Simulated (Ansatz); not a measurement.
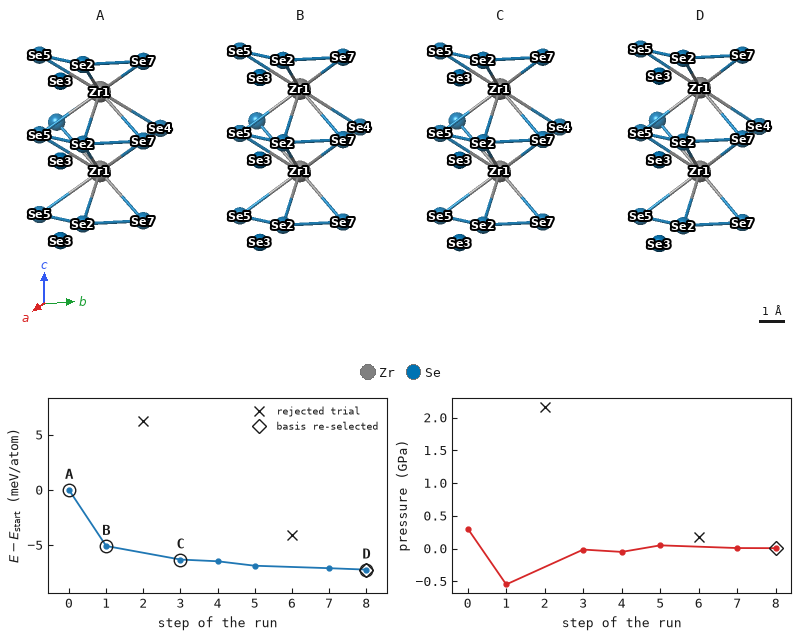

Frames of a relaxation of crystalline ZrSe₆ (a generated structure, set up in P6/mmm), marked on the history of the run. The picture is a ball-and-stick view of the atoms within 5.0 Å of the atom that moves most (axes of the cell of the calculation), seen slightly off an axis.

Method: DFT PBE, scalar-relativistic, plane waves, PAW (Ansatz). (plane-wave cutoff 420 eV; k-point mesh 6 × 6 × 12; occupations gaussian; smearing width 0.1 eV; no spin polarisation; cell and atoms relaxed; force threshold 0.01 eV/Å; at most 80 steps)

### What happens along the run?

The largest moves relative to the cell, 0.088 Å, are those of Se atoms. Zr stays in place. The volume changes by +8.5 %, with a = b 8.389 → 8.528 Å (+1.7 %), c 3.309 → 3.475 Å (+5.0 %). Some distances before and after: Zr–Zr 3.309 → 3.475 Å, Se–Se 2.529 → 2.483 Å, Se–Zr 3.022 → 3.030 Å. Among the angles between lasting bonds that change: Zr–Se–Zr 66.4° → 70.0°. The space group stays P6/mmm (No. 191). Over 5 accepted moves (8 points after the start) the energy falls by 7.2 meV per atom. The largest force component goes from 0.069 to 0.0001 eV/Å. Pressure: 0.30 GPa at the start and 0.01 GPa at the end. The line search rejected the trial steps at points 2, 6 of the run. At 1 point the geometry stayed and the basis and grid were re-selected for the new cell (energy shift of 0.1 meV per atom at most each time). From step 0 to 1: Se atoms move most (0.04 Å), volume +5.2 %, energy −5.1 meV per atom. From step 1 to 3: Se atoms move most (0.02 Å), volume +0.7 %, energy −1.2 meV per atom. From step 3 to 8: Se atoms move most (0.03 Å), volume +2.5 %, energy −0.9 meV per atom.
